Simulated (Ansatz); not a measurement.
**Single-point calculation, with input and output: TiSi₂**

System: TiSi₂ (Fddd, 6 atoms in the cell).
Method: DFT r2SCAN, scalar-relativistic, plane waves, PAW, no spin polarisation (Ansatz 0.2.0).

The structure derives from an entry of the Crystallography Open Database. Figures and captions count atoms from 1; the log counts them from 0 in places.

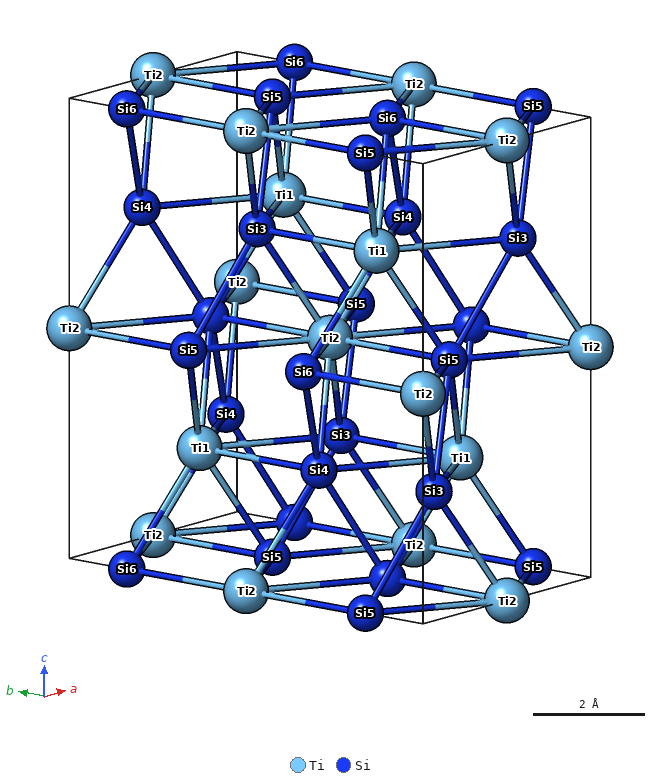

**Figure 1.** The structure as given in the input (ball-and-stick view of the cell 4 times as large as that of the calculation, set on its symmetry axes, seen at an oblique angle; atoms are numbered from 1 in the order of the input). An atom can appear more than once, as a periodic image.

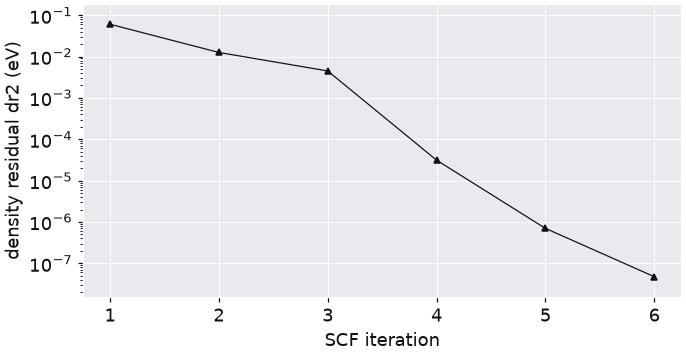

**Figure 2.** Convergence of the self-consistent field: density residual dr2 against the SCF iteration. The residual falls at every step.

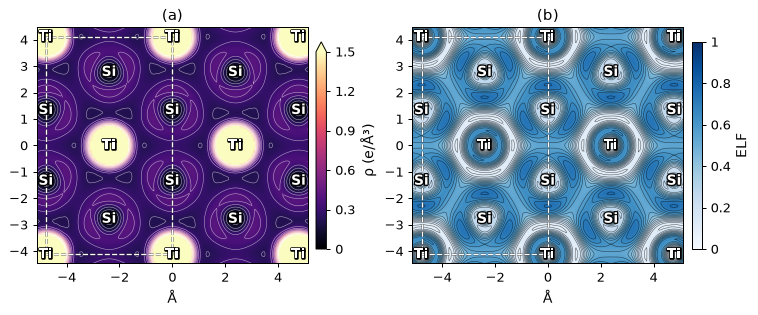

**Figure 3.** (a) valence charge density (pseudo); (b) electron localisation function on the (001) plane of the conventional cell. Atoms in the plane: Ti and Si. Ti–Si (2.74 Å): ρ at the midpoint is about 0.27 e/Å³; the ELF is about 0.40 at the midpoint. Away from the nuclei the density in this plane falls to 0.21 e/Å³ at its lowest. The strong features right at Ti lie inside the PAW spheres (semicore, d or f shells) and say nothing about bonding. Core electrons are frozen (PAW), so the fields are smoothed inside the atomic spheres.

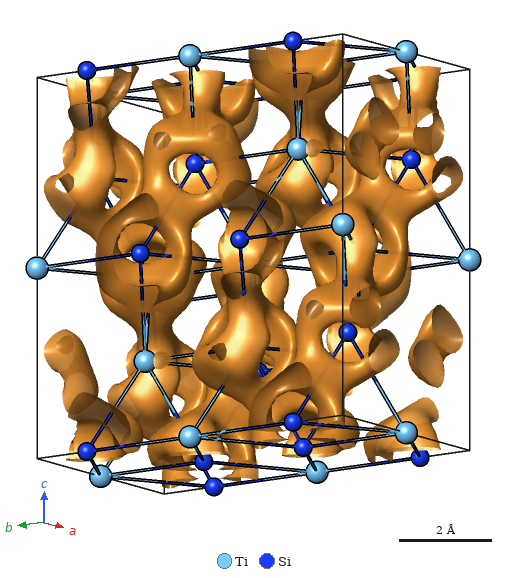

**Figure 4.** Isosurface of the electron localisation function at 0.65 (orange), seen at an oblique angle. Only the valence region is drawn (cores and ρ < 0.01 e/Å³ removed). Sticks mark near contacts. The outline is the cell set on symmetry axes. Profiles from the grid: Si–Si (2.52 Å): the ELF peaks at about 0.80 between the atoms (localised, shared-pair bonding). Ti–Si (2.55 Å): the ELF is about 0.40 at the midpoint.

The input and output of the run follow.

## The input
```yaml
crystal:
  lattice:
    - [0.0, 4.1159871621, 4.2581108934]
    - [2.3903428584, 0.0, 4.2581108934]
    - [2.3903428584, 4.1159871621, 0.0]
  atoms:
    - { symbol: Ti, position: [0.75, 0.75, 0.75] }
    - { symbol: Ti, position: [0.5, 0.5, 0.5] }
    - { symbol: Si, position: [0.0873300276, 0.4126699724, 0.0873300276] }
    - { symbol: Si, position: [0.4126699724, 0.0873300276, 0.4126699724] }
    - { symbol: Si, position: [0.1626699724, 0.8373300276, 0.1626699724] }
    - { symbol: Si, position: [0.8373300276, 0.1626699724, 0.8373300276] }
basis:
  ecutwfc: 500
kpoints:
  mp_grid: { grid: [14, 14, 14] }
hamiltonian:
  xc: r2scan
scf:
  occupations: { method: gaussian, width: 0.15 }
output:
  forces: true
  stress: true
  eigenvalues: true
  write_density: true
  write_potential: true
  elf: true
  volumetric_format: npy
```

Command:
```bash
ansatz run input.yaml --threads 1 --pin off --max-ram 2560MiB --backend cpu --events-out ev --progress --plain --runs-dir out
```

## Output
```
Engine: ansatz 0.2.0, x86_64-unknown-linux-gnu
Pseudopotentials: kind: paw
Pseudopotential: Ti, paw, valence charge 12, recommended cutoff 500 eV (meta_gga), Ti.paw.azcp
Pseudopotential: Si, paw, valence charge 4, recommended cutoff 500 eV (meta_gga), Si.paw.azcp
Functional definition: r2SCAN
  parameter k0 = 0.174
  parameter k1 = 0.065
  parameter a1 = 4.9479
  exchange = r2scan_x(k0 = k0, k1 = k1, a1 = a1)
  correlation = r2scan_c
Crystal: 6 atoms, lattice volume = 83.788 Å³
Basis set: ecut = 500 eV, 2129 PW (Γ), exchange–correlation on 180×144×144 points (64 copies of the dense FFT grid, shifted against one another)
Bands: 26, of which v1, the nominal top of the filled ones, is band 20 counted from 1 (19 counted from 0)
Symmetry: 8 space group operations
Space group: Fddd (ITA 70), of the structure as read, at distance tolerance 4.4e-5 Å
k-points: 428 of 2744
Non-local potential: Ti, projectors of the file, l = 0: 3, l = 1: 2, l = 2: 3, l = 3: 1
Non-local potential: Si, projectors of the file, l = 0: 2, l = 1: 2, l = 2: 2
PAW form: soft (Blöchl's): semilocal exchange-correlation on the pseudo side does not see the compensation charge
PAW frozen core: Ti, regenerated for the run's functional (the file was generated under x = pbe(κ = 0.804, μ = 0.2195149727645171), c = pbe(β = 0.06672455060314922))
PAW frozen core: Si, regenerated for the run's functional (the file was generated under x = pbe(κ = 0.804, μ = 0.2195149727645171), c = pbe(β = 0.06672455060314922))
PAW one-centre angular grid: Ti, 590 points (default); XC on 160 Gauss nodes
PAW one-centre angular grid: Si, 302 points (default); XC on 160 Gauss nodes
Initial density: superposition of atomic densities (neutral atoms: chi_scale 0, normalization atom), corrected by the library's trained network
Initial wavefunctions: pseudopotential atomic-orbital guess
Functional: x = r2scan, c = r2scan; τ floored in thin density (d = 2e-4 eV/Å³)
SCF iter   1: F=—  HF=-7568.074925 eV  |F-HF|=—  |Δ(HF+E_count)|=         —  Δρ=9.26e-3  dr2=6.07e-2  dr2_τ=5.07e-2  ethr=1.77e-3  ⟨swp⟩=5.9  Hψ=55054  notcnv=0
preconditioner: auto → Kerker (q_TF=auto, 2.412 Å⁻¹)  [metal: Δε(μ)=0.000 eV  Ē_g=6.907 eV  σ=0.150 eV  W_gap=0.00  n_scr=16 (ndim 8)  ℏωp=19.9 eV  f_vac=0.000  D(μ)=2.05/eV (n_scr^D=12)]
SCF iter   2: F=—  HF=-7568.191090 eV  |F-HF|=—  |Δ(HF+E_count)|=   1.16e-1  Δρ=3.94e-3  dr2=1.26e-2  dr2_τ=9.17e-4  ethr=1.52e-4  ⟨swp⟩=2.0  Hψ=24654  notcnv=0  defer=548
SCF iter   3: F=—  HF=-7568.191623 eV  |F-HF|=—  |Δ(HF+E_count)|=   5.33e-4  Δρ=2.38e-3  dr2=4.50e-3  dr2_τ=6.72e-5  ethr=3.16e-5  ⟨swp⟩=1.0  Hψ=10580  notcnv=0  defer=548
SCF iter   4: F=—  HF=-7568.191510 eV  |F-HF|=—  |Δ(HF+E_count)|=   1.12e-4  Δρ=2.07e-4  dr2=3.13e-5  dr2_τ=8.05e-7  ethr=1.13e-5  ⟨swp⟩=2.0  Hψ=15736  notcnv=0  defer=548
SCF iter   5: F=—  HF=-7568.191526 eV  |F-HF|=—  |Δ(HF+E_count)|=   1.56e-5  Δρ=3.56e-5  dr2=7.01e-7  dr2_τ=4.99e-8  ethr=7.83e-8  ⟨swp⟩=2.2  Hψ=17390  notcnv=0  defer=548
SCF iter   6: F=-7568.191526 eV  HF=-7568.191526 eV  |F-HF|=4.90e-9  |Δ(HF+E_count)|=   3.47e-7  Δρ=7.83e-6  dr2=4.75e-8  dr2_τ=7.46e-10  ethr=2.50e-10  ⟨swp⟩=12.8  Hψ=77139  notcnv=0
SCF 1 converged in 6 iterations: F = -7568.191526 eV  dr2 = 4.75e-8
  greatest PAW one-centre occupation: 1.002 electrons in one spin orbital (limit 2), on the Ti atom at site 1 (counted from 0), in its partial waves of l = 1
SCF converged after 6 iterations
Free energy (F): -7568.191526 eV
Harris-Foulkes:  -7568.191526 eV  (|F-HF|=4.90e-9)
Internal energy: -7568.168044 eV  (E = F + TS)
E sigma→0 (E₀):  -7568.179785 eV
Entropy (-TS):   -0.023482 eV (-3.914 meV/atom)
Fermi energy:    12.694076 eV
--- Per-component energies (eV) ---
  E_band       = -244.494887
  E_kinetic    = 720.534696
  E_local      = -2014.263304  (includes V_loc(G=0)·N_el)
  E_nonlocal   = 111.465784
  E_hartree    = 879.213985
  E_xc         = -399.420021
  E_vxc        = -476.767561  (∫ρ·V_xc dr)
  E_paw        = -4191.503416  (= ΣΔE_a)
  E_vpaw       = -370.877779  (= ΣTr[D̂ρ^β])
  E_aug_tail   = 0.000202  (compensation charges beyond the density's cutoff)
  E_vtau       = 26.988769  (kinetic-family band-sum trace: ∫τ·v_τ [+ j·A + Jᵃ·Aᵃ] dr)
  E_ewald      = -2673.383324
  E_core_change = -0.812646  (= ΣΔE_core)
  E_smearing   = -0.023482  (= −TS)
  E_closure    = 0.000000  (closes the sum)
  Σ components = -7568.191526   (vs F -7568.191526, Δ=0.00e0)
--- Forces (eV/Å), atoms counted from 1 ---
  atom   1  Ti     0.00000000     0.00000000     0.00000000
  atom   2  Ti    -0.00000000     0.00000000     0.00000000
  atom   3  Si     0.00000000     0.00808858     0.00000000
  atom   4  Si     0.00000000    -0.00808858     0.00000000
  atom   5  Si     0.00000000    -0.00808858     0.00000000
  atom   6  Si     0.00000000     0.00808858     0.00000000
  max |Σ_I F_I| component: 0.00e0 eV/Å
--- Stress (GPa, compression-positive) ---
       -0.088649       0.000000       0.000000
        0.000000      -0.229265       0.000000
        0.000000       0.000000       0.321785
  P = ⅓ Tr σ = 0.0013 GPa (0.013 kbar)
--- Band table (eV; the first three rows and the last of 428) ---
  k-point 0: bands = ["-45.9627", "-45.9323", "-21.2940", "-21.2806", "-21.2015", "-21.1862", "-21.1612", "-21.1603", "-0.6970", "5.6430", "6.6929", "6.8905", "7.2895", "8.6254", "8.7792", "9.9058", "10.2498", "10.3673", "10.6689", "11.1200", "11.6983", "14.9524", "16.0488", "16.3410", "16.3453", "16.3455"]
  k-point 1: bands = ["-45.9624", "-45.9326", "-21.2938", "-21.2804", "-21.2028", "-21.1862", "-21.1613", "-21.1601", "-0.6398", "5.5503", "6.3473", "6.8569", "7.5322", "8.6706", "8.8022", "9.9921", "10.0398", "10.3475", "10.9730", "11.1439", "11.6832", "14.8959", "16.0411", "16.1363", "16.3756", "16.4218"]
  k-point 2: bands = ["-45.9615", "-45.9334", "-21.2936", "-21.2795", "-21.2068", "-21.1861", "-21.1620", "-21.1590", "-0.4697", "5.3216", "5.7375", "6.8403", "7.6831", "8.5783", "9.1162", "9.6794", "10.3369", "10.4280", "11.2311", "11.3932", "11.6784", "14.7266", "15.8448", "15.9276", "16.1009", "16.2584"]
  k-point 427: bands = ["-45.9473", "-45.9473", "-21.2551", "-21.2551", "-21.2324", "-21.2324", "-21.1604", "-21.1604", "1.3562", "1.3562", "7.4128", "7.4128", "7.4862", "7.4862", "9.5184", "9.5184", "10.9096", "10.9096", "11.6180", "11.6180", "13.5179", "13.5179", "16.1124", "16.1124", "16.3251", "16.3251"]
```

## Summary

| quantity | value |
| --- | --- |
| outcome | converged |
| space group (tolerance 0.01 Å) | Fddd (70) |
| electrons treated | 40 |
| free energy | −7568.1915 eV |
| Fermi energy | 12.694 eV |
| gap on the k-point mesh | none (metallic) |
| pressure | 0.00 GPa |
| largest force (length of the vector) | 0.008 eV/Å |
| hardware | 1 thread of Intel Xeon @ 2.50GHz (Skylake/Cascade Lake), 189 GiB of memory available, shared host |
| wall time | 4.1 min |
| peak memory | 1.3 GiB |
